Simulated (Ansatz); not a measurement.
**Geometry relaxation of W (part 1 of 2)**

System: W (slab, 3 atoms in the cell).
Method: DFT PBE, scalar-relativistic, plane waves, PAW, PAW set soft_1, no spin polarisation (Ansatz 0.2.0).

The structure derives from an entry of the Crystallography Open Database. The input holds or restrains some coordinates. Forces given for the steps count only the free coordinates. Figures and captions count atoms from 1; the log counts them from 0 in places.

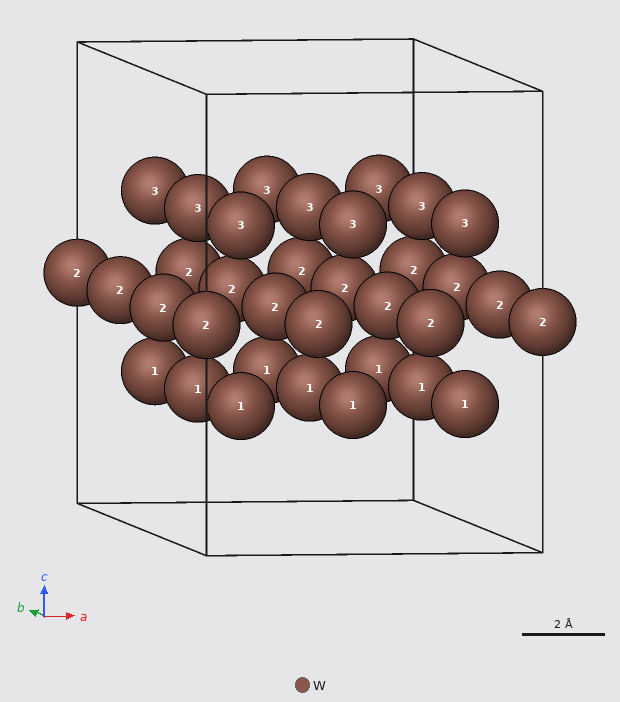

*The input geometry (spheres-only view of the 3 × 3 repeat of the cell, with the vacuum cut short, seen slightly off an axis; atoms are numbered from 1 in the order of the input). An atom can appear more than once, as a periodic image.*

**Key numbers**

```tsv
quantity	value
outcome	converged under the restraints of the input
electrons treated	42
free energy	−31154.7706 eV
work function, top face	4.91 eV
work function, bottom face	4.91 eV
Fermi energy	4.954 eV
gap on the k-point mesh	none (metallic)
final volume	132.61 Å³
work function (upper face)	4.91 eV
largest force (length of the vector) at the end, held atoms and coordinates included	0.002 eV/Å
hardware	1 thread of Arm Neoverse V1, 24 GiB of memory available, shared host
wall time	49 s
peak memory	0.38 GiB
```

**Remarks**

Spin–orbit coupling is left out, which matters for W.

**Input**
```yaml
crystal:
  lattice:
    - [2.7571643597, 0.0, 0.0]
    - [-0.9190547866, 2.5994794874, 0.0]
    - [0.0, 0.0, 18.5024305454]
  atoms:
    - { symbol: W, position: [0.5, 0.5, 0.3783286732] }
    - { symbol: W, position: [0.0, 0.0, 0.5] }
    - { symbol: W, position: [0.5, 0.5, 0.6216713268] }
basis:
  ecutwfc: 420
kpoints:
  mp_grid: { grid: [11, 11, 1] }
hamiltonian:
  xc: pbe
  pseudopotentials: { kind: paw, azcp: { folder: soft_1 } }
scf:
  occupations: { method: gaussian, width: 0.1 }
output:
  forces: true
  eigenvalues: true
relax:
  adjacent_minimum: "off"
  f_tol: 0.03
  max_steps: 50
  constraints: [{ sites: [0] }]
efield:
  axis: 3
  dipole_correction: true
  ramp_width: 0.04
```

Command:
```bash
ansatz run input.yaml --threads 1 --pin off --max-ram 3072MiB --backend cpu --events-out ev --progress --plain --runs-dir out
```

**Output**
```
Engine: ansatz 0.2.0, aarch64-unknown-linux-gnu
Pseudopotentials: kind: paw
Pseudopotential: W, paw, valence charge 14, recommended cutoff 420 eV (normal), [file]
Functional definition: PBE
  parameter kappa = 0.804
  parameter beta = 0.06672455060314922
  exchange = pbe_x(kappa = kappa, mu = beta*pi^2/3)
  correlation = pbe_c(beta = beta)
Crystal: 3 atoms, lattice volume = 132.610 Å³
Basis set: ecut = 420 eV, 2631 PW (Γ), exchange–correlation on 40×40×250 points (8 copies of the dense FFT grid, shifted against one another)
Bands: 26, of which v1, the nominal top of the filled ones, is band 21 counted from 1 (20 counted from 0)
Symmetry: 4 space group operations
k-points: 36 of 121
Non-local potential: W, projectors of the file, l = 0: 3, l = 1: 2, l = 2: 2, l = 3: 1
PAW form: soft (Blöchl's): semilocal exchange-correlation on the pseudo side does not see the compensation charge
PAW one-centre angular grid: W, 590 points (default); XC on 64 Gauss nodes
Initial density: superposition of atomic densities (neutral atoms: chi_scale 0, normalization atom)
Initial wavefunctions: pseudopotential atomic-orbital guess
Functional: x = pbe(κ = 0.804, μ = 0.2195149727645171), c = pbe(β = 0.06672455060314922)
SCF iter   1: F=—  HF=-31156.079584 eV  |F-HF|=—  |Δ(HF+E_count)|=         —  Δρ=4.24e-2  dr2=7.94e0  ethr=3.10e-3  p=0.000 e·Å  D=6.69e-15 V/Å  ΔV_dip=-0.00 eV  dr2_dipole=4.52e-9  V_vac-E_F(+/−)=6.87/6.87 eV  ⟨swp⟩=7.0  Hψ=4406  notcnv=0
efield: sawtooth ramp at fractional position 0.9800 (placed from the atoms, in the widest stretch of the axis that holds none; the zero of the levels goes with the place), width 0.0400; the density the first Hamiltonian is built on has a dipole p = 0.000 e·Å; the dipole correction subtracts the counter field D = 6.69e-15 V/Å, which shifts the + side's vacuum level by -0.00 eV against the − side's; the planar-averaged density in the ramp window peaks in size at 1.3e-6 e/Å³
preconditioner: auto → LDOS  [metal: Δε(μ)=0.013 eV  Ē_g=4.903 eV  σ=0.100 eV  W_gap=0.07  n_scr=12 (ndim 8)  ℏωp=13.7 eV  f_vac=0.527  D(μ)=2.98/eV (n_scr^D=10)  β→1.0]
SCF iter   2: F=—  HF=-31154.991015 eV  |F-HF|=—  |Δ(HF+E_count)|=    1.09e0  Δρ=2.28e-2  dr2=1.63e0  ethr=3.10e-3  p=0.000 e·Å  D=2.82e-6 V/Å  ΔV_dip=-0.00 eV  dr2_dipole=2.51e-6  V_vac-E_F(+/−)=4.91/4.91 eV  ⟨swp⟩=3.9  Hψ=2526  notcnv=0  defer=16
SCF iter   3: F=—  HF=-31154.739889 eV  |F-HF|=—  |Δ(HF+E_count)|=   2.51e-1  Δρ=6.14e-3  dr2=1.10e-1  ethr=3.10e-3  p=-0.000 e·Å  D=-1.32e-5 V/Å  ΔV_dip=0.00 eV  dr2_dipole=8.75e-8  V_vac-E_F(+/−)=5.29/5.29 eV  ⟨swp⟩=3.8  Hψ=2241  notcnv=0  defer=14
SCF iter   4: F=—  HF=-31154.719286 eV  |F-HF|=—  |Δ(HF+E_count)|=   2.06e-2  Δρ=1.67e-3  dr2=7.07e-3  ethr=2.61e-4  p=-0.000 e·Å  D=-5.86e-6 V/Å  ΔV_dip=0.00 eV  dr2_dipole=1.03e-8  V_vac-E_F(+/−)=5.10/5.10 eV  ⟨swp⟩=3.1  Hψ=1914  notcnv=0  defer=14
SCF iter   5: F=—  HF=-31154.719601 eV  |F-HF|=—  |Δ(HF+E_count)|=   3.15e-4  Δρ=4.95e-4  dr2=6.22e-4  ethr=1.68e-5  p=-0.000 e·Å  D=-2.43e-6 V/Å  ΔV_dip=0.00 eV  dr2_dipole=1.15e-9  V_vac-E_F(+/−)=5.00/5.00 eV  ⟨swp⟩=2.2  Hψ=1249  notcnv=0  defer=14
SCF iter   6: F=—  HF=-31154.719727 eV  |F-HF|=—  |Δ(HF+E_count)|=   1.26e-4  Δρ=1.56e-4  dr2=8.62e-5  ethr=1.48e-6  p=0.000 e·Å  D=9.15e-7 V/Å  ΔV_dip=-0.00 eV  dr2_dipole=9.46e-12  V_vac-E_F(+/−)=4.98/4.98 eV  ⟨swp⟩=2.3  Hψ=1356  notcnv=0  defer=14
SCF iter   7: F=-31154.719733 eV  HF=-31154.719733 eV  |F-HF|=1.82e-7  |Δ(HF+E_count)|=   5.71e-6  Δρ=4.85e-5  dr2=4.25e-6  ethr=5.36e-8  p=-0.000 e·Å  D=-2.65e-7 V/Å  ΔV_dip=0.00 eV  dr2_dipole=1.15e-14  V_vac-E_F(+/−)=4.97/4.97 eV  ⟨swp⟩=10.4  Hψ=4815  notcnv=0
SCF 1 converged in 7 iterations: F = -31154.719733 eV  dr2 = 4.25e-6
  greatest PAW one-centre occupation: 0.999 electrons in one spin orbital (limit 2), on the W atom at site 1 (counted from 0), in its partial waves of l = 0
relax step   1: F+E_penalty+E_count = -31154.71973314 eV  Δ(F+E_penalty+E_count) = +0.000e0 eV  max|allowed force component| = 6.629e-1 eV/Å  Δτ_max = 0.0000 Å  (7 SCF iters, dr2 threshold 2.25e-5 eV, accepted)
Initial density: handed on by an earlier stage of this run
Initial wavefunctions: those handed on with the density
iter 1 solved again at ethr=2.22e-3 eV; its pass at ethr=3.10e-3 eV (dr2=9.31e-1 eV) is discarded
SCF iter   1: F=—  HF=-31154.815161 eV  |F-HF|=—  |Δ(HF+E_count)|=         —  Δρ=1.28e-2  dr2=8.83e-1  ethr=2.22e-3  p=-0.000 e·Å  D=-2.09e-7 V/Å  ΔV_dip=0.00 eV  dr2_dipole=1.90e-1  V_vac-E_F(+/−)=5.00/5.00 eV  ⟨swp⟩=1.2  Hψ=4260  notcnv=0  defer=12
efield: sawtooth ramp at fractional position 0.9800 (handed on by an earlier solve), width 0.0400; the density the first Hamiltonian is built on has a dipole p = -0.000 e·Å; the dipole correction subtracts the counter field D = -2.09e-7 V/Å, which shifts the + side's vacuum level by +0.00 eV against the − side's; the planar-averaged density in the ramp window peaks in size at 1.9e-6 e/Å³
preconditioner: auto → LDOS  [metal: Δε(μ)=0.036 eV  Ē_g=4.712 eV  σ=0.100 eV  W_gap=0.20  n_scr=12 (ndim 8)  ℏωp=13.7 eV  f_vac=0.548  D(μ)=2.63/eV (n_scr^D=10)  β→1.0]
SCF iter   2: F=—  HF=-31154.785769 eV  |F-HF|=—  |Δ(HF+E_count)|=   2.94e-2  Δρ=6.26e-3  dr2=2.92e-1  ethr=2.10e-3  p=0.010 e·Å  D=1.33e-2 V/Å  ΔV_dip=-0.25 eV  dr2_dipole=1.28e-3  V_vac-E_F(+/−)=4.68/4.93 eV  ⟨swp⟩=2.4  Hψ=1523  notcnv=0  defer=12
SCF iter   3: F=—  HF=-31154.760322 eV  |F-HF|=—  |Δ(HF+E_count)|=   2.54e-2  Δρ=2.21e-3  dr2=2.61e-2  ethr=6.95e-4  p=0.004 e·Å  D=5.49e-3 V/Å  ΔV_dip=-0.10 eV  dr2_dipole=2.00e-3  V_vac-E_F(+/−)=4.84/4.94 eV  ⟨swp⟩=2.2  Hψ=1758  notcnv=0  defer=15
SCF iter   4: F=—  HF=-31154.756194 eV  |F-HF|=—  |Δ(HF+E_count)|=   4.13e-3  Δρ=5.64e-4  dr2=1.40e-3  ethr=6.22e-5  p=0.005 e·Å  D=6.37e-3 V/Å  ΔV_dip=-0.12 eV  dr2_dipole=6.18e-7  V_vac-E_F(+/−)=4.82/4.94 eV  ⟨swp⟩=3.6  Hψ=1914  notcnv=0  defer=15
SCF iter   5: F=—  HF=-31154.756086 eV  |F-HF|=—  |Δ(HF+E_count)|=   1.08e-4  Δρ=1.92e-4  dr2=5.55e-5  ethr=3.33e-6  p=0.004 e·Å  D=5.51e-3 V/Å  ΔV_dip=-0.10 eV  dr2_dipole=8.65e-6  V_vac-E_F(+/−)=4.83/4.93 eV  ⟨swp⟩=2.2  Hψ=1271  notcnv=0  defer=15
SCF iter   6: F=-31154.756129 eV  HF=-31154.756128 eV  |F-HF|=5.83e-7  |Δ(HF+E_count)|=   4.26e-5  Δρ=7.03e-5  dr2=1.12e-5  ethr=6.54e-8  p=0.004 e·Å  D=4.84e-3 V/Å  ΔV_dip=-0.09 eV  dr2_dipole=1.33e-7  V_vac-E_F(+/−)=4.83/4.92 eV  ⟨swp⟩=11.2  Hψ=5029  notcnv=0
SCF 2 converged in 6 iterations: F = -31154.756129 eV  dr2 = 1.12e-5
relax step   2: F+E_penalty+E_count = -31154.75612903 eV  Δ(F+E_penalty+E_count) = -3.640e-2 eV  max|allowed force component| = 5.469e-1 eV/Å  Δτ_max = 0.1991 Å  (6 SCF iters, dr2 threshold 2.75e-5 eV, accepted)
SCF iter   1: F=—  HF=-31154.775298 eV  |F-HF|=—  |Δ(HF+E_count)|=         —  Δρ=3.20e-3  dr2=4.41e-2  ethr=1.18e-3  p=0.004 e·Å  D=4.84e-3 V/Å  ΔV_dip=-0.09 eV  dr2_dipole=3.95e-3  V_vac-E_F(+/−)=4.83/4.92 eV  ⟨swp⟩=3.8  Hψ=2143  notcnv=0  defer=15
efield: sawtooth ramp at fractional position 0.9800 (handed on by an earlier solve), width 0.0400; the density the first Hamiltonian is built on has a dipole p = 0.004 e·Å; the dipole correction subtracts the counter field D = 4.84e-3 V/Å, which shifts the + side's vacuum level by -0.09 eV against the − side's; the planar-averaged density in the ramp window peaks in size at 2.2e-6 e/Å³
preconditioner: auto → LDOS  [metal: Δε(μ)=0.037 eV  Ē_g=4.628 eV  σ=0.100 eV  W_gap=0.20  n_scr=12 (ndim 8)  ℏωp=13.7 eV  f_vac=0.544  D(μ)=2.53/eV (n_scr^D=10)  β→1.0]
SCF iter   2: F=—  HF=-31154.773624 eV  |F-HF|=—  |Δ(HF+E_count)|=   1.67e-3  Δρ=2.01e-3  dr2=2.74e-2  ethr=1.05e-4  p=-0.000 e·Å  D=-4.73e-4 V/Å  ΔV_dip=0.01 eV  dr2_dipole=4.42e-4  V_vac-E_F(+/−)=4.92/4.91 eV  ⟨swp⟩=2.2  Hψ=1689  notcnv=0  defer=15
SCF iter   3: F=—  HF=-31154.770555 eV  |F-HF|=—  |Δ(HF+E_count)|=   3.07e-3  Δρ=5.46e-4  dr2=1.63e-3  ethr=6.53e-5  p=0.001 e·Å  D=1.73e-3 V/Å  ΔV_dip=-0.03 eV  dr2_dipole=3.97e-4  V_vac-E_F(+/−)=4.89/4.92 eV  ⟨swp⟩=2.3  Hψ=1462  notcnv=0  defer=15
SCF iter   4: F=—  HF=-31154.770269 eV  |F-HF|=—  |Δ(HF+E_count)|=   2.86e-4  Δρ=1.48e-4  dr2=1.21e-4  ethr=3.89e-6  p=0.001 e·Å  D=7.30e-4 V/Å  ΔV_dip=-0.01 eV  dr2_dipole=1.01e-5  V_vac-E_F(+/−)=4.90/4.91 eV  ⟨swp⟩=3.1  Hψ=1656  notcnv=0  defer=15
SCF iter   5: F=-31154.770265 eV  HF=-31154.770267 eV  |F-HF|=2.17e-6  |Δ(HF+E_count)|=   2.08e-6  Δρ=4.98e-5  dr2=5.87e-6  ethr=4.45e-8  p=0.001 e·Å  D=7.69e-4 V/Å  ΔV_dip=-0.01 eV  dr2_dipole=1.02e-7  V_vac-E_F(+/−)=4.90/4.91 eV  ⟨swp⟩=8.7  Hψ=5049  notcnv=0
SCF 3 converged in 5 iterations: F = -31154.770265 eV  dr2 = 5.87e-6
relax step   3: F+E_penalty+E_count = -31154.77026471 eV  Δ(F+E_penalty+E_count) = -1.414e-2 eV  max|allowed force component| = 9.188e-2 eV/Å  Δτ_max = 0.0501 Å  (5 SCF iters, dr2 threshold 1.87e-5 eV, accepted)
```
